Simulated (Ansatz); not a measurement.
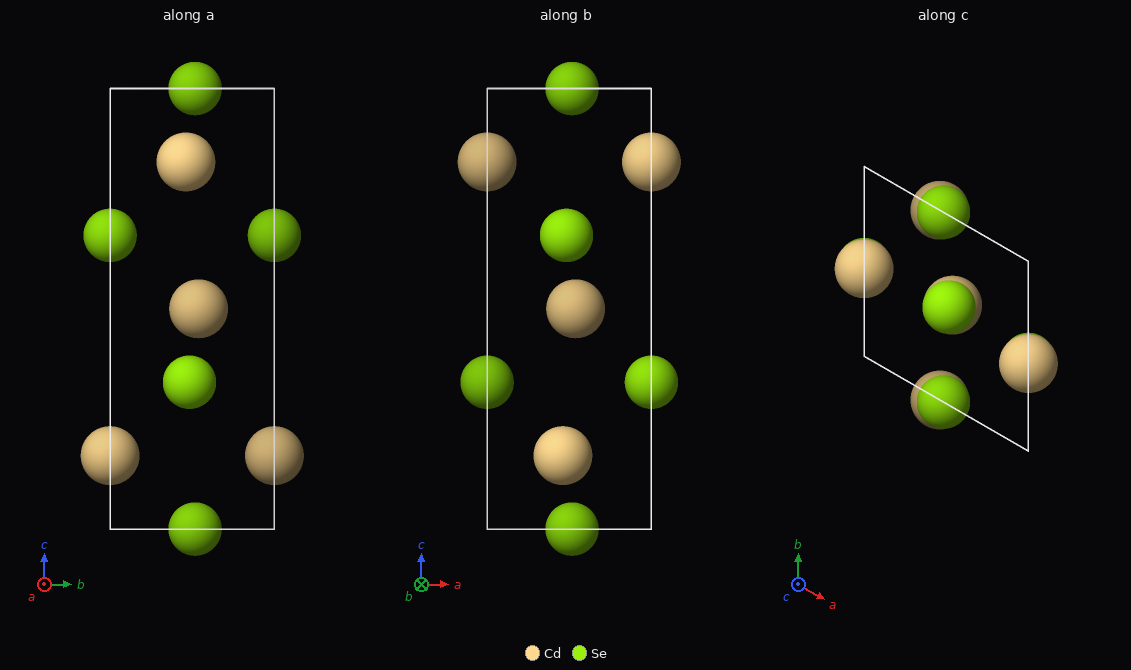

The figure gives a spheres-only picture of the atoms, viewed along the a axis, along the b axis and along the c axis. The box is the conventional unit cell; atoms on or close to its faces, edges and corners are drawn wherever they repeat.

Lattice parameters: a = 4.282 Å, b = 4.282 Å, c = 9.942 Å, α = 90.00°, β = 90.00°, γ = 120.00°.

> Write down what is shown as a table of Wyckoff sites, with free fractional coordinates to two decimals.

Space group P3_221 (No. 154).
| atom | site | x | y | z |
| --- | --- | --- | --- | --- |
| Cd | 3b | 0.54 | 0.54 | 0.50 |
| Se | 3a | 0.52 | 0.52 | 0.00 |

The structure comes from a structure type filled with these elements by a generator (whether the compound takes this form wasn't checked). Earlier steps of the study may have refined or changed the cell and positions. It was the input of a calculation with Ansatz.
